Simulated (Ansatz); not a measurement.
# Geometry relaxation, with input and output: GaP (part 1 of 2)

- system: GaP (F-43m, 2 atoms in the cell)
- method: DFT PBE, scalar-relativistic, plane waves, PAW, no spin polarisation (Ansatz 0.2.0)

The structure derives from a Materials Project entry. Figures and captions count atoms from 1; the log counts them from 0 in places.

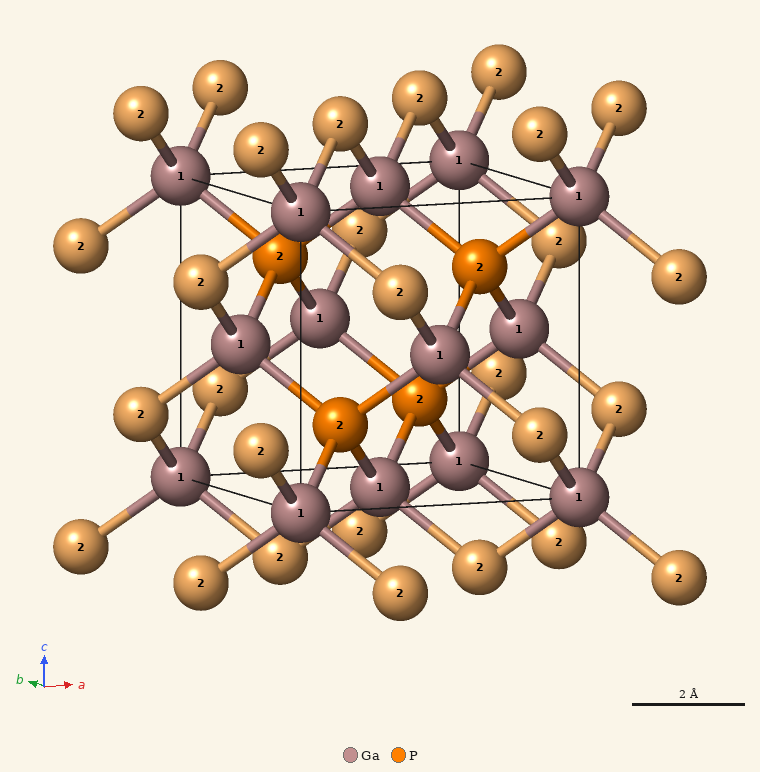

*The input geometry (ball-and-stick view of the cell 4 times as large as that of the calculation, set on its symmetry axes, seen slightly off an axis; neighbours outside the cell are drawn fainter; atoms are numbered from 1 in the order of the input).*

Near neighbours in the crystal (not all of them lie inside the picture): Ga has 4 P at 2.36 Å; P has 4 Ga at 2.36 Å.

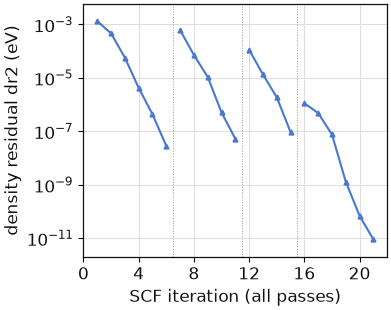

*Convergence of the self-consistent field: density residual dr2 against the SCF iteration. The dotted lines part the SCF passes of the relaxation: geometry steps, rejected trials and re-solves on a re-selected basis.*

The passes take 6, 5, 4 and 6 iterations.

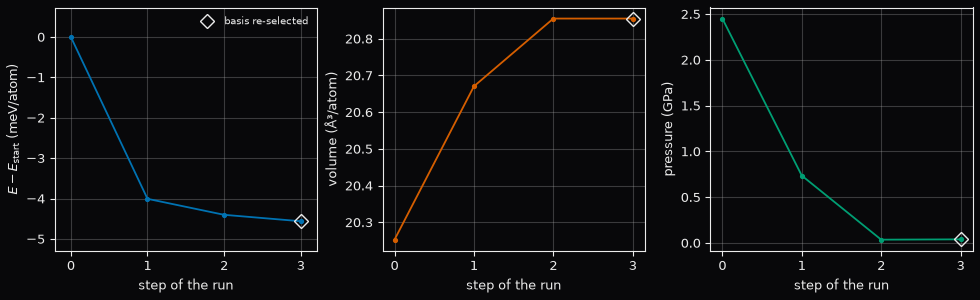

*Progress of the relaxation, step by step (the first geometry is step 0 here and step 1 in the log).*

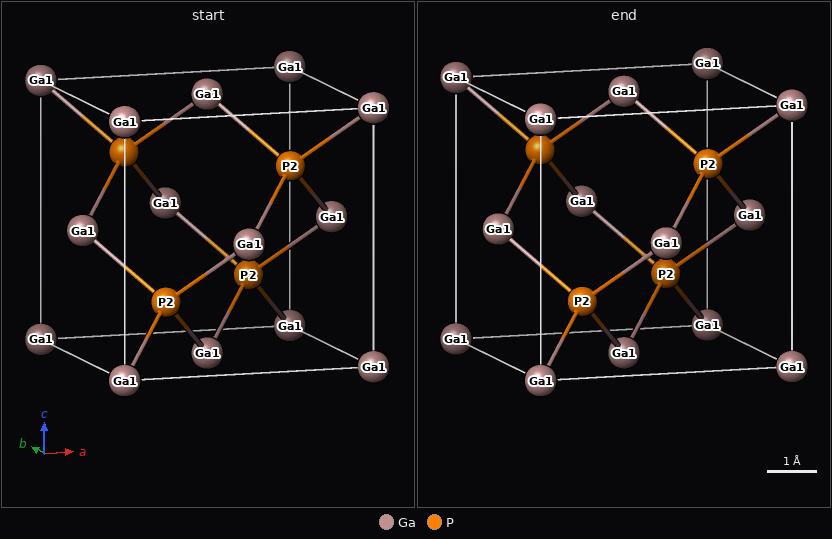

*Before (left) and after (right) the relaxation, at one scale (ball-and-stick view of the cell 4 times as large as that of the calculation, set on its symmetry axes, seen slightly off an axis).*

After 2 geometry steps the energy has fallen by 4.4 meV per atom. All forces vanish by symmetry, so only the cell relaxes. The pressure goes from 2.45 to 0.04 GPa. No atom moves by more than 0.005 Å relative to the cell. Cell: a = b = c 5.452 → 5.505 Å (+1.0 %). Volume +3.0 %. Distances before and after: Ga1–P2 2.361 → 2.384 Å. The space group stays F-43m (No. 216). A last SCF at the same geometry on a re-selected plane-wave basis shifts the energy by −0.2 meV per atom. (Atoms are counted from 1 in the order of the input.)

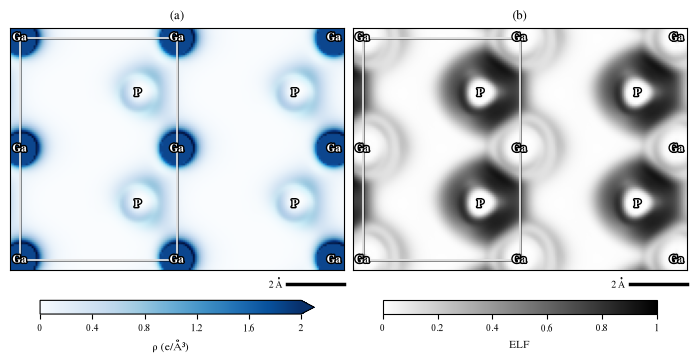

*(a) valence electron density; (b) ELF on the (101) plane of the conventional cell.*

The section cuts through Ga and P sites. Ga–P (2.38 Å): the density is about 0.53 e/Å³ at the midpoint; the ELF is about 0.75 at the midpoint. Away from the nuclei the density in this plane falls to 0.02 e/Å³ at its lowest. The strong features right at Ga lie inside the PAW spheres (semicore, d or f shells) and say nothing about bonding. In a PAW calculation such maps are meaningful between the atoms, not at the nuclei.

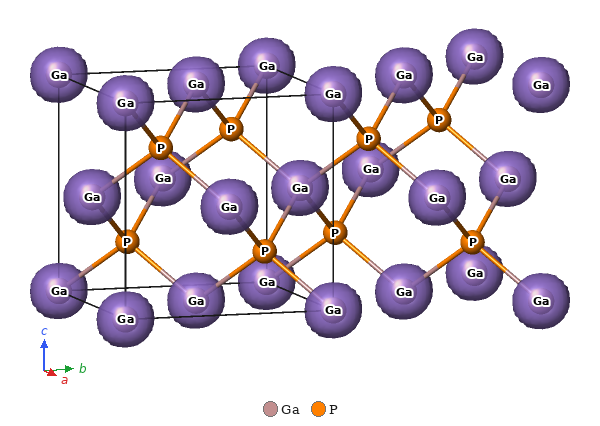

*Isosurface of the valence charge density (pseudo) at 1 e/Å³ (purple), seen slightly off an axis. Sticks mark near contacts. The outline is the cell set on symmetry axes.*

At this value the density breaks into separate islands; it holds about 50 % of the electrons treated as valence (semicore included). It is pinched off along the Ga–P (2.38 Å) contacts. On the grid the lowest density along these lines, outside the cores, is 0.51 e/Å³ (Ga–P, 2.38 Å).

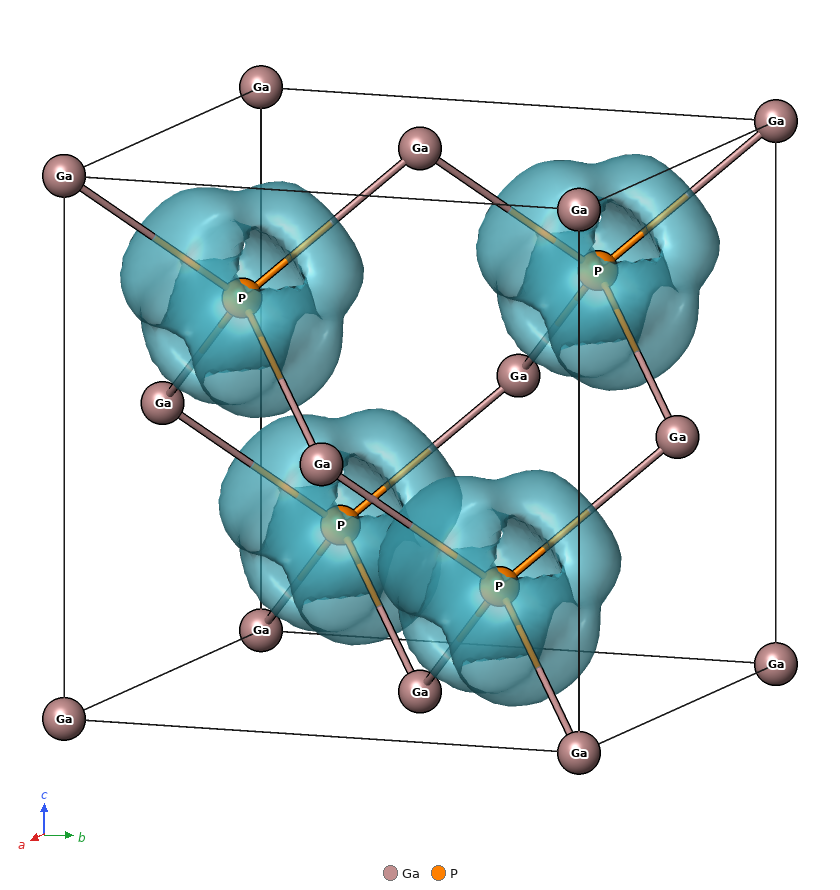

*Isosurface of the ELF at 0.75 (cyan), seen slightly off an axis. Core shells and regions of very low density are left out. Sticks mark near contacts. The outline is the cell set on symmetry axes.*

Profiles from the grid: Ga–P (2.38 Å): the ELF is about 0.75 at the midpoint.

The input that produced these results follows, with the program's output.

Input
```yaml
crystal:
  lattice:
    - [0.0, 2.72581249, 2.72581249]
    - [2.72581249, 0.0, 2.72581249]
    - [2.72581249, 2.72581249, 0.0]
  atoms:
    - { symbol: Ga, position: [0.0, 0.0, 0.0] }
    - { symbol: P, position: [0.75, 0.75, 0.75] }
basis:
  ecutwfc: 420
kpoints:
  mp_grid: { grid: [8, 8, 8] }
hamiltonian:
  xc: pbe
scf:
  occupations: { method: gaussian, width: 0.02 }
output:
  forces: true
  stress: true
  eigenvalues: true
  write_density: true
  write_potential: true
  elf: true
  volumetric_format: npy
relax:
  adjacent_minimum: "off"
  f_tol: 0.005
  max_steps: 80
  cell: { stress_tol: 0.05 }
```

Launched with:
```bash
ansatz run input.yaml --threads 4 --pin off --max-ram 8192MiB --backend cpu --events-out ev --progress --plain --runs-dir out
```

What the program printed
```
Engine: ansatz 0.2.0, x86_64-unknown-linux-gnu
Pseudopotentials: kind: paw
Pseudopotential: Ga, paw, valence charge 13, recommended cutoff 420 eV (normal), Ga.paw.azcp
Pseudopotential: P, paw, valence charge 5, recommended cutoff 420 eV (normal), P.paw.azcp
Functional definition: PBE
  parameter kappa = 0.804
  parameter beta = 0.06672455060314922
  exchange = pbe_x(kappa = kappa, mu = beta*pi^2/3)
  correlation = pbe_c(beta = beta)
Crystal: 2 atoms, lattice volume = 40.506 Å³
Basis set: ecut = 420 eV, 749 PW (Γ), exchange–correlation on 54×54×54 points (8 copies of the dense FFT grid, shifted against one another)
Bands: 13, of which v1, the nominal top of the filled ones, is band 9 counted from 1 (8 counted from 0)
Symmetry: 24 space group operations
Space group: F-43m (ITA 216), of the structure as read, at distance tolerance 3.4e-5 Å
k-points: 29 of 512 (time reversal used)
Non-local potential: Ga, projectors of the file, l = 0: 2, l = 1: 2, l = 2: 3, l = 3: 1
Non-local potential: P, projectors of the file, l = 0: 2, l = 1: 2, l = 2: 2
PAW form: soft (Blöchl's): semilocal exchange-correlation on the pseudo side does not see the compensation charge
PAW one-centre angular grid: Ga, 590 points (default); XC on 64 Gauss nodes
PAW one-centre angular grid: P, 110 points (default); XC on 64 Gauss nodes
Initial density: superposition of atomic densities (neutral atoms: chi_scale 0, normalization atom), corrected by the library's trained network
Initial wavefunctions: pseudopotential atomic-orbital guess
Functional: x = pbe(κ = 0.804, μ = 0.2195149727645171), c = pbe(β = 0.06672455060314922)
SCF iter   1: F=—  HF=-4539.549304 eV  |F-HF|=—  |Δ(HF+E_count)|=         —  Δρ=1.57e-3  dr2=1.34e-3  ethr=1.77e-3  ⟨swp⟩=6.6  Hψ=2582  notcnv=0
preconditioner: auto → none  [insulator: Δε(μ)=1.631 eV  Ē_g=15.510 eV  σ=0.020 eV  W_gap=1.00  n_scr=14 (ndim 8)  ℏωp=24.8 eV  f_vac=0.013  D(μ)=0.00/eV (n_scr^D=0)  ε∞_Penn≈3.5]
SCF iter   2: F=—  HF=-4539.548430 eV  |F-HF|=—  |Δ(HF+E_count)|=   8.73e-4  Δρ=1.30e-3  dr2=4.63e-4  ethr=7.43e-6  ⟨swp⟩=2.5  Hψ=1006  notcnv=0
SCF iter   3: F=—  HF=-4539.548228 eV  |F-HF|=—  |Δ(HF+E_count)|=   2.02e-4  Δρ=4.32e-4  dr2=5.75e-5  ethr=2.57e-6  ⟨swp⟩=2.1  Hψ=737  notcnv=0
SCF iter   4: F=—  HF=-4539.548272 eV  |F-HF|=—  |Δ(HF+E_count)|=   4.40e-5  Δρ=1.27e-4  dr2=4.26e-6  ethr=3.20e-7  ⟨swp⟩=2.0  Hψ=642  notcnv=0
SCF iter   5: F=—  HF=-4539.548272 eV  |F-HF|=—  |Δ(HF+E_count)|=   2.20e-7  Δρ=3.18e-5  dr2=4.36e-7  ethr=2.37e-8  ⟨swp⟩=2.0  Hψ=638  notcnv=0
SCF iter   6: F=-4539.548273 eV  HF=-4539.548273 eV  |F-HF|=2.44e-8  |Δ(HF+E_count)|=   4.52e-7  Δρ=1.07e-5  dr2=2.87e-8  ethr=5.56e-10  ⟨swp⟩=11.0  Hψ=2903  notcnv=0
SCF 1 converged in 6 iterations: F = -4539.548273 eV  dr2 = 2.87e-8
  greatest PAW one-centre occupation: 0.994 electrons in one spin orbital (limit 2), on the Ga atom at site 0 (counted from 0), in its partial waves of l = 2
relax step   1: F+E_penalty+E_count = -4539.54827257 eV  Δ(F+E_penalty+E_count) = +0.000e0 eV  max|allowed force component| = 2.405e-16 eV/Å  Δτ_max = 0.0000 Å  P = +2.451 GPa  Ω = 40.506 Å³  (6 SCF iters, dr2 threshold 1.00e-7 eV, accepted)
Crystal: 2 atoms, lattice volume = 41.341 Å³
Basis set: ecut = 420 eV, 869 PW (Γ), exchange–correlation on 54×54×54 points (8 copies of the dense FFT grid, shifted against one another)
Initial density: handed on by an earlier stage of this run
Initial wavefunctions: those handed on with the density
iter 1 solved again at ethr=3.22e-6 eV; its pass at ethr=3.10e-3 eV (dr2=5.79e-4 eV) is discarded
```
